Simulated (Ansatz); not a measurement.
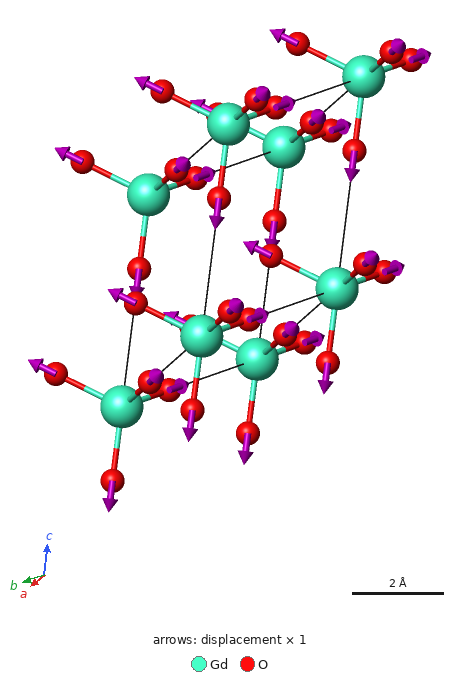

A relaxation of solid GdO$_{4}$ (a generated structure, set up in I-43m) (coarse preliminary run). The starting structure is drawn; purple arrows show the displacements, at their true length.

The picture is a ball-and-stick view of the cell of the calculation, seen from a free direction.

All numbers below come from Ansatz 0.2.0, DFT PBE, scalar-relativistic, plane waves, PAW.

Input file:
```yaml
crystal:
  lattice:
    - [-2.71659912, 2.71659912, 2.71659912]
    - [2.71659912, -2.71659912, 2.71659912]
    - [2.71659912, 2.71659912, -2.71659912]
  atoms:
    - { symbol: Gd, position: [0.0, 0.0, 0.0], spin: 7.0 }
    - { symbol: O, position: [0.34959999, 0.34959999, 0.34959999] }
    - { symbol: O, position: [0.65040001, 0.0, 0.0] }
    - { symbol: O, position: [0.0, 0.0, 0.65040001] }
    - { symbol: O, position: [0.0, 0.65040001, 0.0] }
basis:
  ecutwfc: 420
kpoints:
  mp_grid: { grid: [4, 4, 4] }
hamiltonian:
  xc: pbe
scf:
  occupations: { method: gaussian, width: 0.1 }
  lower_state_search: "off"
output:
  forces: true
  stress: true
  eigenvalues: true
  populations: true
magnetization:
  spin_polarized: true
relax:
  adjacent_minimum: "off"
  f_tol: 0.04
  max_steps: 70
  cell: { stress_tol: 0.4 }
```

Run as
```bash
ansatz run input.yaml --threads 1 --pin off --max-ram 2560MiB --backend cpu --events-out ev --progress --plain --runs-dir out
```

Q: Atoms of which element are displaced furthest, and by how much?

A: Oxygen: up to 0.71 Å, against 0.00 Å for gadolinium.

Q: What did the optimiser do to the structure, and how much energy did it gain?

A: The largest moves relative to the cell, 0.71 Å, are those of O2, O3, O4 and O5. O2 goes along [1 1 1]. Gd stays in place. The volume changes by +0.4 %, with a = b = c 4.705 → 4.711 Å (+0.1 %). Among the contacts that change: Gd1–O2 1.645 → 2.355 Å, Gd1–O2 (another image) 3.060 → 2.355 Å. New bonds form: Gd1–O2 (3.06 → 2.36 Å), Gd1–O3 (3.06 → 2.36 Å), Gd1–O4 (3.06 → 2.36 Å), Gd1–O5 (3.06 → 2.36 Å). The space group (tolerance 0.01 Å) goes from I-43m (No. 217) to Im-3m (No. 229). The energy falls by 9.550 eV per cell of the calculation in 6 accepted moves (7 points after the start). The largest force component goes from 5.3 to 0.00048 eV/Å. Pressure: 42.25 GPa at the start and −0.18 GPa at the end. The SCF was repeated once at an unchanged geometry on a basis and grid sized afresh for the cell, which shifted the energy by 0.4 meV per cell of the calculation at most. The run may lie on a higher electronic state than the lowest, so the end point isn't shown to be the ground-state structure. The run took 53 s on 1 thread of Arm Neoverse V1 (shared host), peak memory 0.33 GiB.
